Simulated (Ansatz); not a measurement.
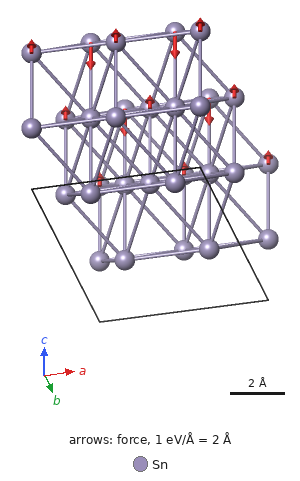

Starting geometry of a slab of composition Sn (cut from the I4/mmm phase) with the computed forces as red arrows. A ball-and-stick model of the 2 × 2 repeat of the cell, outlined in the plane, without the vacuum, seen from a free direction.

Case: clean slab, lower half held. The slab is the (1 0 0) face of Sn. 2 atoms are held fixed.

The calculation used Ansatz 0.2.0, DFT PBEsol, scalar-relativistic, plane waves, PAW.

Input
```yaml
crystal:
  lattice:
    - [3.234653267, 0.0, 0.0]
    - [0.0, 5.0677589036, 0.0]
    - [0.0, 0.0, 23.469306534]
  atoms:
    - { symbol: Sn, position: [0.5, 0.5, 0.3621751664] }
    - { symbol: Sn, position: [0.0, 0.0, 0.4310875832] }
    - { symbol: Sn, position: [0.5, 0.5, 0.5] }
    - { symbol: Sn, position: [0.0, 0.0, 0.5689124168] }
    - { symbol: Sn, position: [0.5, 0.5, 0.6378248336] }
basis:
  ecutwfc: 420
kpoints:
  mp_grid: { grid: [9, 6, 1] }
hamiltonian:
  xc: pbesol
scf:
  occupations: { method: gaussian, width: 0.1 }
output:
  forces: true
  eigenvalues: true
relax:
  adjacent_minimum: "off"
  f_tol: 0.03
  max_steps: 70
  constraints: [{ sites: [0, 1] }]
efield:
  axis: 3
  dipole_correction: true
  ramp_width: 0.04
```

Command:
```bash
ansatz run input.yaml --threads 2 --pin off --max-ram 5120MiB --backend cpu --events-out ev --progress --plain --runs-dir out
```

> Is this structure relaxed? If not, where do the atoms go?

It isn't relaxed: the largest force vector, on Sn5, is 0.58 eV/Å. The final displacements follow the starting forces only in part (cosine between the two patterns 0.81). Over 3 geometry steps the energy falls by 0.109 eV per cell of the calculation. Largest force component: 0.58 eV/Å at the start, 0.0044 eV/Å at the end. The atom that moves furthest is Sn5 (0.34 Å along the normal (−c)). The lattice vectors keep their values. Among the contacts that change: Sn3–Sn5 3.235 → 3.047 Å, Sn1–Sn3 3.235 → 3.080 Å, Sn4–Sn5 3.414 → 3.265 Å, Sn3–Sn4 3.414 → 3.490 Å. Cost: 66 s on 2 threads of Arm Neoverse V2 (shared host), peak memory 0.64 GiB.
